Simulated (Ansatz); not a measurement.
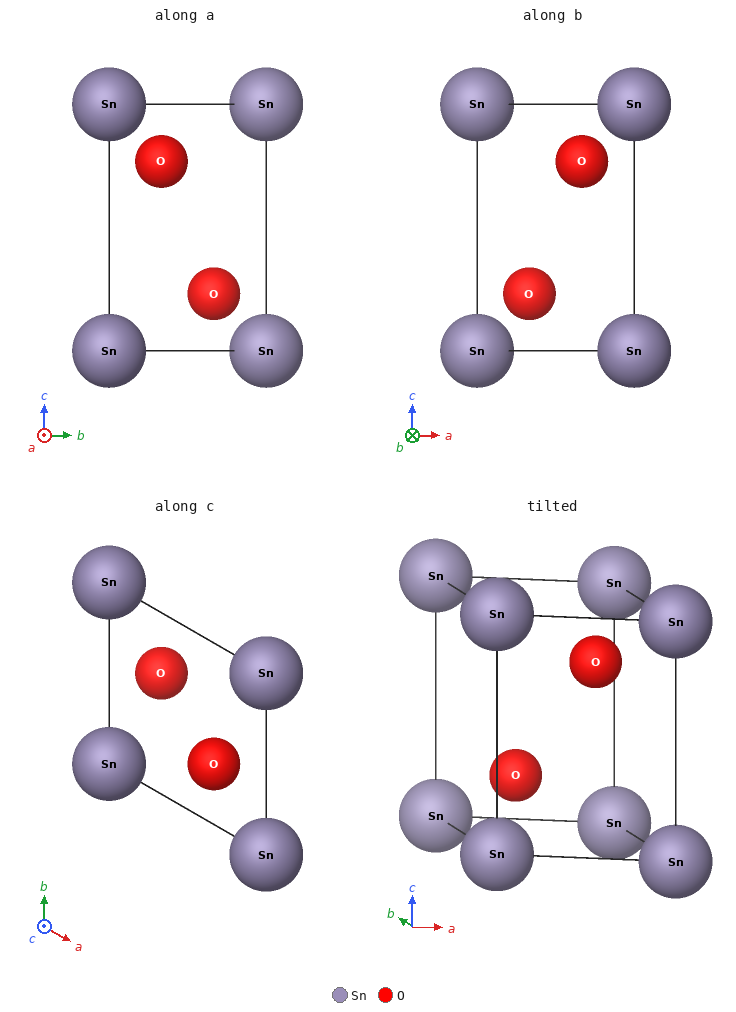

Spheres-only drawing of the structure, looking along the a axis, along the b axis, along the c axis and slightly off an axis. Atoms at the boundary of the conventional unit cell (the box) are drawn once for each face, edge or corner they touch.

Lattice parameters: a = 3.204 Å, b = 3.204 Å, c = 4.352 Å, α = 90.00°, β = 90.00°, γ = 120.00°. Put a along x and b in the xy plane.

Question: Give the structure in the form of a POSCAR file, with free fractional coordinates to two decimals.

Answer:
```
Sn O
1.0
     3.204    0.000    0.000
    -1.602    2.775    0.000
     0.000    0.000    4.352
Sn O
1 2
Direct
  0.00 0.00 0.00
  0.3333 0.6667 0.23
  0.6667 0.3333 0.77
```

The structure was taken from a structure type filled with these elements by a generator (whether the compound takes this form wasn't checked). It was relaxed at fixed volume with DFT PBE+D3(BJ), scalar-relativistic, plane waves, PAW in Ansatz.
